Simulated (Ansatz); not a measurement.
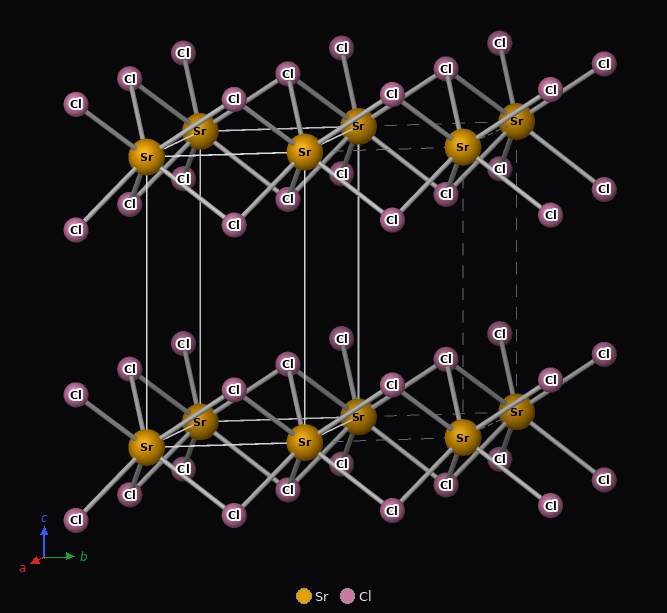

View slightly off an axis, drawn as a ball-and-stick model. The drawing covers 1×2×1 cells, and the solid lines enclose one conventional unit cell. Some neighbours outside the box are added.

SrCl₂, space group P-6m2 (No. 187), a = 4.14 Å, b = 4.14 Å, c = 7.58 Å, α = 90.00°, β = 90.00°, γ = 120.00°.

All computed values are from DFT, PBEsol, plane waves, PAW (Ansatz). Settings: E_cut = 420 eV, 9×9×2 k-mesh, Fermi-Dirac smearing of 0.03 eV, no spin polarisation.

Q: What does the calculation say: metal or gapped?

A: An insulator at this level, with a gap of 4.72 eV, indirect; the smallest direct gap is 4.73 eV.

The structure was taken from a structure type filled with these elements by a generator (whether the compound takes this form wasn't checked). The picture shows the end point of a geometry optimisation with Ansatz 0.2.0, DFT, PBEsol, plane waves, PAW.
